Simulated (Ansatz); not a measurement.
## Run report: Nb, geometry relaxation (part 2 of 2)

Continued. System: Nb (slab, 5 atoms in the cell). Method: DFT, PBEsol, PAW with Ansatz's default frozen-core files, scalar-relativistic, no spin polarisation (Ansatz 0.2.0); cutoff 420 eV, 12×12×1 k-mesh, Fermi–Dirac smearing of 0.1 eV. It belongs to a series of runs on one base structure; here: atoms relaxed, PAW files.

Geometry of the input (Å; fractional positions):
```
2.8350  0.0000  0.0000
-0.9450  2.6728  0.0000
0.0000  0.0000  25.2589
Nb 0.0000  0.0000  0.3167
Nb 0.5000  0.5000  0.4084
Nb 0.0000  0.0000  0.5000
Nb 0.5000  0.5000  0.5916
Nb 0.0000  0.0000  0.6833
```

### The program's output, continued
```
SCF iter   1: F=—  HF=-22475.193027 eV  |F-HF|=—  |Δ(HF+E_count)|=         —  Δρ=1.59e-3  dr2=5.15e-2  ethr=2.40e-4  p=-0.000 e·Å  D=-2.43e-9 V/Å  ΔV_dip=0.00 eV  dr2_dipole=1.98e-11  V_vac-E_F(+/−)=4.60/4.60 eV  ⟨swp⟩=2.1  Hψ=2694  notcnv=0
efield: sawtooth ramp at fractional position 0.9500 (handed on by an earlier solve), width 0.1000; the density the first Hamiltonian is built on has a dipole p = -0.000 e·Å; the dipole correction subtracts the counter field D = -2.43e-9 V/Å, which shifts the + side's vacuum level by +0.00 eV against the − side's; the planar-averaged density in the ramp window peaks in size at 2.9e-6 e/Å³
preconditioner: auto → LDOS  [metal: Δε(μ)=0.003 eV  Ē_g=3.366 eV  σ=0.100 eV  W_gap=0.01  n_scr=18 (ndim 8)  ℏωp=13.4 eV  f_vac=0.481  D(μ)=6.41/eV (n_scr^D=38)  β→1.0]
SCF iter   2: F=—  HF=-22475.191400 eV  |F-HF|=—  |Δ(HF+E_count)|=   1.63e-3  Δρ=4.70e-4  dr2=1.79e-3  ethr=7.93e-5  p=0.000 e·Å  D=2.65e-7 V/Å  ΔV_dip=-0.00 eV  dr2_dipole=2.38e-11  V_vac-E_F(+/−)=4.61/4.61 eV  ⟨swp⟩=1.0  Hψ=2021  notcnv=0
SCF iter   3: F=—  HF=-22475.191380 eV  |F-HF|=—  |Δ(HF+E_count)|=   2.00e-5  Δρ=3.62e-4  dr2=9.79e-4  ethr=2.76e-6  p=-0.000 e·Å  D=-6.50e-8 V/Å  ΔV_dip=0.00 eV  dr2_dipole=2.37e-12  V_vac-E_F(+/−)=4.60/4.60 eV  ⟨swp⟩=3.0  Hψ=3385  notcnv=0
SCF iter   4: F=—  HF=-22475.191233 eV  |F-HF|=—  |Δ(HF+E_count)|=   1.47e-4  Δρ=4.81e-5  dr2=4.76e-6  ethr=1.51e-6  p=0.000 e·Å  D=1.54e-8 V/Å  ΔV_dip=-0.00 eV  dr2_dipole=1.58e-14  V_vac-E_F(+/−)=4.61/4.61 eV  ⟨swp⟩=2.1  Hψ=2513  notcnv=0
SCF iter   5: F=—  HF=-22475.191308 eV  |F-HF|=—  |Δ(HF+E_count)|=   7.50e-5  Δρ=1.23e-5  dr2=5.01e-7  ethr=9.57e-10  p=-0.000 e·Å  D=-2.31e-8 V/Å  ΔV_dip=0.00 eV  dr2_dipole=1.45e-16  V_vac-E_F(+/−)=4.61/4.61 eV  ⟨swp⟩=10.1  Hψ=9213  notcnv=0
SCF iter   6: F=-22475.191309 eV  HF=-22475.191309 eV  |F-HF|=1.08e-8  |Δ(HF+E_count)|=   5.37e-7  Δρ=3.72e-6  dr2=6.42e-8  ethr=7.71e-10  p=-0.000 e·Å  D=-8.88e-9 V/Å  ΔV_dip=0.00 eV  dr2_dipole=1.26e-14  V_vac-E_F(+/−)=4.61/4.61 eV  ⟨swp⟩=2.5  Hψ=6144  notcnv=0
SCF 4 converged in 6 iterations: F = -22475.191309 eV  dr2 = 6.42e-8
relax step   4: F+E_penalty+E_count = -22475.19130888 eV  Δ(F+E_penalty+E_count) = -1.103e-3 eV  max|allowed force component| = 2.864e-2 eV/Å  Δτ_max = 0.0144 Å  (6 SCF iters, dr2 threshold 6.22e-7 eV, accepted)
SCF iter   1: F=—  HF=-22475.191611 eV  |F-HF|=—  |Δ(HF+E_count)|=         —  Δρ=6.40e-4  dr2=9.99e-3  ethr=1.45e-4  p=-0.000 e·Å  D=-8.88e-9 V/Å  ΔV_dip=0.00 eV  dr2_dipole=1.48e-11  V_vac-E_F(+/−)=4.61/4.61 eV  ⟨swp⟩=1.3  Hψ=2384  notcnv=0
efield: sawtooth ramp at fractional position 0.9500 (handed on by an earlier solve), width 0.1000; the density the first Hamiltonian is built on has a dipole p = -0.000 e·Å; the dipole correction subtracts the counter field D = -8.88e-9 V/Å, which shifts the + side's vacuum level by +0.00 eV against the − side's; the planar-averaged density in the ramp window peaks in size at 3.0e-6 e/Å³
preconditioner: auto → LDOS  [metal: Δε(μ)=0.007 eV  Ē_g=3.359 eV  σ=0.100 eV  W_gap=0.02  n_scr=18 (ndim 8)  ℏωp=13.4 eV  f_vac=0.480  D(μ)=6.54/eV (n_scr^D=46)  β→1.0]
SCF iter   2: F=—  HF=-22475.191381 eV  |F-HF|=—  |Δ(HF+E_count)|=   2.30e-4  Δρ=1.33e-4  dr2=1.97e-4  ethr=1.54e-5  p=-0.000 e·Å  D=-5.04e-8 V/Å  ΔV_dip=0.00 eV  dr2_dipole=1.03e-11  V_vac-E_F(+/−)=4.61/4.61 eV  ⟨swp⟩=1.0  Hψ=2021  notcnv=0
SCF iter   3: F=—  HF=-22475.191372 eV  |F-HF|=—  |Δ(HF+E_count)|=   8.39e-6  Δρ=7.61e-5  dr2=1.74e-5  ethr=3.03e-7  p=-0.000 e·Å  D=-2.29e-8 V/Å  ΔV_dip=0.00 eV  dr2_dipole=3.62e-14  V_vac-E_F(+/−)=4.61/4.61 eV  ⟨swp⟩=2.2  Hψ=2352  notcnv=0
SCF iter   4: F=—  HF=-22475.191441 eV  |F-HF|=—  |Δ(HF+E_count)|=   6.86e-5  Δρ=1.67e-5  dr2=1.70e-6  ethr=2.68e-8  p=-0.000 e·Å  D=-2.29e-8 V/Å  ΔV_dip=0.00 eV  dr2_dipole=2.06e-14  V_vac-E_F(+/−)=4.61/4.61 eV  ⟨swp⟩=2.1  Hψ=2912  notcnv=0
SCF iter   5: F=—  HF=-22475.191441 eV  |F-HF|=—  |Δ(HF+E_count)|=   1.44e-7  Δρ=4.23e-6  dr2=1.32e-7  ethr=2.62e-9  p=-0.000 e·Å  D=-1.07e-8 V/Å  ΔV_dip=0.00 eV  dr2_dipole=1.17e-14  V_vac-E_F(+/−)=4.61/4.61 eV  ⟨swp⟩=3.1  Hψ=3152  notcnv=0
SCF iter   6: F=-22475.191441 eV  HF=-22475.191441 eV  |F-HF|=4.07e-9  |Δ(HF+E_count)|=   7.37e-8  Δρ=1.31e-6  dr2=8.23e-9  ethr=1.54e-10  p=-0.000 e·Å  D=-4.95e-9 V/Å  ΔV_dip=0.00 eV  dr2_dipole=2.98e-15  V_vac-E_F(+/−)=4.61/4.61 eV  ⟨swp⟩=6.9  Hψ=6696  notcnv=0
SCF 5 converged in 6 iterations: F = -22475.191441 eV  dr2 = 8.23e-9
relax step   5: F+E_penalty+E_count = -22475.19144092 eV  Δ(F+E_penalty+E_count) = -1.320e-4 eV  max|allowed force component| = 5.480e-4 eV/Å  Δτ_max = 0.0052 Å  (6 SCF iters, accepted)
```

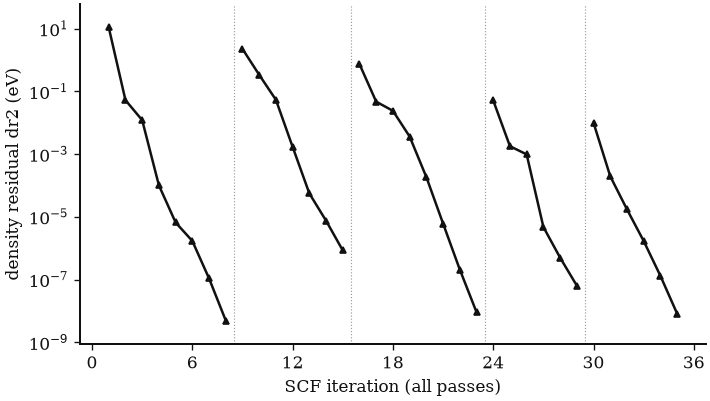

**Figure 1.** Convergence of the self-consistent field: density residual dr2 against the SCF iteration. The dotted lines part the SCF passes of the relaxation: geometry steps, rejected trials and re-solves on a re-selected basis. The 5 passes take 6 to 8 iterations each, 35 in all.

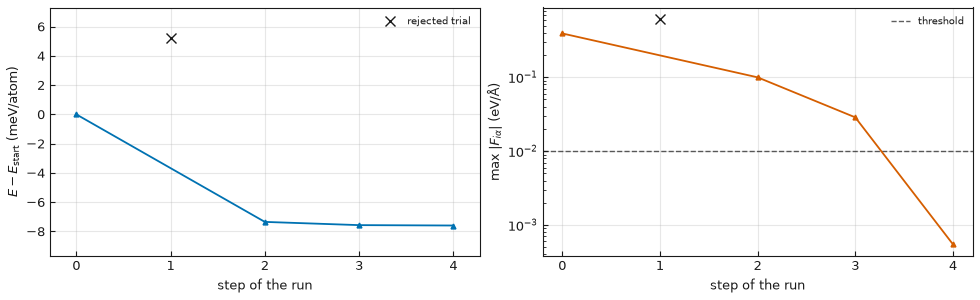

**Figure 2.** Progress of the relaxation, step by step (the first geometry is step 0 here and step 1 in the log).

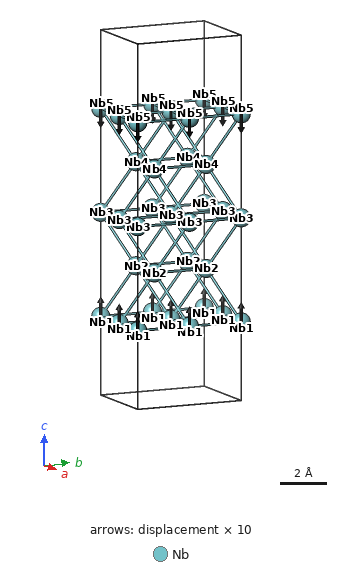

**Figure 3.** The starting structure with the displacements as black arrows, magnified 10 times (ball-and-stick view of the 2 × 2 repeat of the cell, with the vacuum cut short, seen slightly off an axis). The largest moves, 0.089 Å, are those of Nb1 and Nb5. The cell doesn't change. Among the contacts that change: Nb1–Nb2 2.835 → 2.760 Å. Among the angles that change: Nb4–Nb5–Nb4 70.5° → 72.8°. Over 4 geometry steps the energy falls by 7.6 meV per atom. Largest force component: 0.39 eV/Å at the start, 0.00055 eV/Å at the end. The line search rejected the trial step at point 1 (counted from 0) and went back. (Atoms are counted from 1 in the order of the input.)

```
SCF converged after 6 iterations
Free energy (F): -22475.191441 eV
Harris-Foulkes:  -22475.191441 eV  (|F-HF|=4.07e-9)
Internal energy: -22474.976329 eV  (E = F + TS)
E sigma→0 (E₀):  -22475.083885 eV
Entropy (-TS):   -0.215112 eV (-43.022 meV/atom)
Fermi energy:    6.010066 eV
Dipole field:    D = 0.000000 V/Å  (p = 0.000000 e·Å, saw-weighted, corrected)
Work function:   Φ+ = 4.6068 eV   Φ− = 4.6068 eV
Levels:          The Fermi level and band energies are counted from a zero that moves with the ramp; work functions are not
--- Per-component energies (eV) ---
  E_band       = -1104.194597
  E_kinetic    = 1975.890679
  E_local      = -68596.231759  (includes V_loc(G=0)·N_el)
  E_nonlocal   = 611.263207
  E_hartree    = 33255.628793
  E_xc         = -870.830948
  E_vxc        = -1060.461688  (∫ρ·V_xc dr)
  E_paw        = -15089.844731  (= ΣΔE_a)
  E_vpaw       = -545.890053  (= ΣTr[D̂ρ^β])
  E_aug_tail   = 0.000030  (compensation charges beyond the density's cutoff)
  E_efield     = 0.000000  (sawtooth field / dipole correction)
  E_vefield    = 0.000000  (∫n·V_field dr)
  E_ewald      = 26238.204855
  E_core_change = 0.943545  (= ΣΔE_core)
  E_smearing   = -0.215112  (= −TS)
  E_closure    = 0.000000  (closes the sum)
  Σ components = -22475.191441   (vs F -22475.191441, Δ=0.00e0)
--- Forces (eV/Å), atoms counted from 1 ---
  atom   1  Nb    -0.00000000     0.00000000    -0.00054800
  atom   2  Nb     0.00000000     0.00000000    -0.00019622
  atom   3  Nb     0.00000000     0.00000000    -0.00000026
  atom   4  Nb     0.00000000    -0.00000000     0.00019664
  atom   5  Nb     0.00000000    -0.00000000     0.00054784
  max |Σ_I F_I| component: 1.31e-9 eV/Å
--- Stress (GPa, compression-positive) ---
       -2.548040       0.332219      -0.000000
        0.332219      -2.313125       0.000000
       -0.000000       0.000000       0.004739
  P = ⅓ Tr σ = -1.6188 GPa (-16.188 kbar)
--- Band table (eV; the first three rows and the last of 43) ---
  k-point 0: bands = ["-48.4596", "-48.4581", "-48.1711", "-48.0706", "-47.9827", "-25.0514", "-24.9222", "-24.4684", "-24.1220", "-24.1123", "-23.9811", "-23.8405", "-23.8180", "-23.8180", "-23.6632", "-23.6352", "-23.5352", "-23.5194", "-23.5184", "-23.4874", "0.2823", "1.0211", "1.8833", "2.1740", "2.2069", "4.2368", "4.4489", "5.0541", "5.5121", "5.6486", "5.7123", "6.1872", "6.2330", "6.2376", "6.4799", "7.1309", "7.1945", "8.0343", "8.6558"]
  k-point 1: bands = ["-48.4489", "-48.4476", "-48.1597", "-48.0628", "-47.9773", "-25.0257", "-24.9098", "-24.4867", "-24.1884", "-24.1404", "-23.9978", "-23.8594", "-23.8586", "-23.8394", "-23.7243", "-23.6109", "-23.5893", "-23.5529", "-23.5486", "-23.5140", "0.4980", "1.2265", "2.0914", "2.3828", "2.4243", "4.2920", "4.4885", "5.0735", "5.4035", "5.5414", "5.7342", "5.9944", "6.0873", "6.3618", "6.5914", "6.7929", "7.4084", "7.5442", "8.4810"]
  k-point 2: bands = ["-48.4196", "-48.4188", "-48.1280", "-48.0414", "-47.9631", "-24.9552", "-24.8808", "-24.5533", "-24.3642", "-24.2556", "-24.0911", "-23.9673", "-23.9262", "-23.8642", "-23.8430", "-23.7274", "-23.6477", "-23.6145", "-23.5730", "-23.5293", "1.0851", "1.7521", "2.5814", "2.9210", "2.9564", "4.4066", "4.5315", "5.0884", "5.1719", "5.2835", "5.5237", "5.7831", "5.7911", "6.1465", "6.6426", "6.8877", "6.9609", "7.8926", "8.4349"]
  k-point 42: bands = ["-48.2141", "-48.2138", "-47.9142", "-47.8459", "-47.7818", "-25.1295", "-25.1183", "-24.8622", "-24.7033", "-24.6505", "-24.6348", "-24.6245", "-24.5651", "-24.5590", "-24.3586", "-24.2154", "-24.1543", "-24.0079", "-23.8722", "-23.6204", "2.1779", "2.2700", "2.3280", "2.5569", "2.8247", "2.9398", "3.0681", "4.2458", "4.4206", "5.2176", "5.9644", "6.8683", "7.8257", "7.9302", "8.1277", "8.9869", "8.9961", "9.0213", "9.0480"]
--- Relaxed structure (5 steps of the walk, 4 accepted, 0 SCFs on fresh bases) ---
  F+E_penalty+E_count = -22475.19144092 eV   max|allowed force component| = 5.480e-4 eV/Å
  atoms:
    - { symbol: Nb, position: [-6.168187884114104e-19, -1.850456365171242e-18, 0.32024646922645317] }
    - { symbol: Nb, position: [0.5, 0.49999999999999983, 0.4082178149805381] }
    - { symbol: Nb, position: [-1.2331085827916086e-25, -3.6993257490641414e-25, 0.5000000007051784] }
    - { symbol: Nb, position: [0.5, 0.49999999999999983, 0.5917821839773815] }
    - { symbol: Nb, position: [6.168187294991123e-19, 1.8504561884343476e-18, 0.6797535311104488] }
```

### Trajectory as extended XYZ (Å, eV, eV/Å), 5 frames, from step=1 to step=5
```
5
Lattice="2.8350 0.0000 0.0000 -0.9450 2.6728 0.0000 0.0000 0.0000 25.2589" Properties=species:S:1:pos:R:3:forces:R:3 step=1 energy=-22475.15346
Nb    0.0000    0.0000    8.0000    0.0000   0.0000   0.3919
Nb    0.9450    1.3364   10.3147    0.0000   0.0000  -0.3629
Nb    0.0000    0.0000   12.6295    0.0000   0.0000   0.0000
Nb    0.9450    1.3364   14.9442    0.0000   0.0000   0.3629
Nb    0.0000    0.0000   17.2589    0.0000   0.0000  -0.3919
5
Lattice="2.8350 0.0000 0.0000 -0.9450 2.6728 0.0000 0.0000 0.0000 25.2589" Properties=species:S:1:pos:R:3:forces:R:3 step=2 energy=-22475.12721 accepted=F
Nb    0.0000    0.0000    8.1933    0.0000   0.0000  -0.6185
Nb    0.9450    1.3364   10.3072    0.0000   0.0000   0.5882
Nb    0.0000    0.0000   12.6295    0.0000   0.0000   0.0000
Nb    0.9450    1.3364   14.9517    0.0000   0.0000  -0.5882
Nb    0.0000    0.0000   17.0656    0.0000   0.0000   0.6185
5
Lattice="2.8350 0.0000 0.0000 -0.9450 2.6728 0.0000 0.0000 0.0000 25.2589" Properties=species:S:1:pos:R:3:forces:R:3 step=3 energy=-22475.19021
Nb    0.0000    0.0000    8.0939    0.0000   0.0000  -0.0672
Nb    0.9450    1.3364   10.3019    0.0000   0.0000   0.0997
Nb    0.0000    0.0000   12.6295    0.0000   0.0000   0.0000
Nb    0.9450    1.3364   14.9570    0.0000   0.0000  -0.0997
Nb    0.0000    0.0000   17.1650    0.0000   0.0000   0.0672
5
Lattice="2.8350 0.0000 0.0000 -0.9450 2.6728 0.0000 0.0000 0.0000 25.2589" Properties=species:S:1:pos:R:3:forces:R:3 step=4 energy=-22475.19131
Nb    0.0000    0.0000    8.0924    0.0000   0.0000   0.0058
Nb    0.9450    1.3364   10.3163    0.0000   0.0000  -0.0286
Nb    0.0000    0.0000   12.6295    0.0000   0.0000   0.0000
Nb    0.9450    1.3364   14.9426    0.0000   0.0000   0.0286
Nb    0.0000    0.0000   17.1665    0.0000   0.0000  -0.0058
5
Lattice="2.8350 0.0000 0.0000 -0.9450 2.6728 0.0000 0.0000 0.0000 25.2589" Properties=species:S:1:pos:R:3:forces:R:3 step=5 energy=-22475.19144
Nb    0.0000    0.0000    8.0891    0.0000   0.0000  -0.0005
Nb    0.9450    1.3364   10.3111    0.0000   0.0000  -0.0002
Nb    0.0000    0.0000   12.6295    0.0000   0.0000   0.0000
Nb    0.9450    1.3364   14.9478    0.0000   0.0000   0.0002
Nb    0.0000    0.0000   17.1698    0.0000   0.0000   0.0005
```

### Summary

- outcome: converged
- electrons treated: 65
- free energy: −22475.1914 eV
- Fermi energy: 6.010 eV
- final volume: 191.40 Å³
- largest force (length of the vector) at the end: 0.001 eV/Å
- hardware: 2 threads of Arm Neoverse V2, 24 GiB of memory available, shared host
- wall time: 74 s (CPU time 2.5 min)
- peak memory: 0.55 GiB

### Notes

The program warns: the SCF threshold is looser than advised for the printed stress.
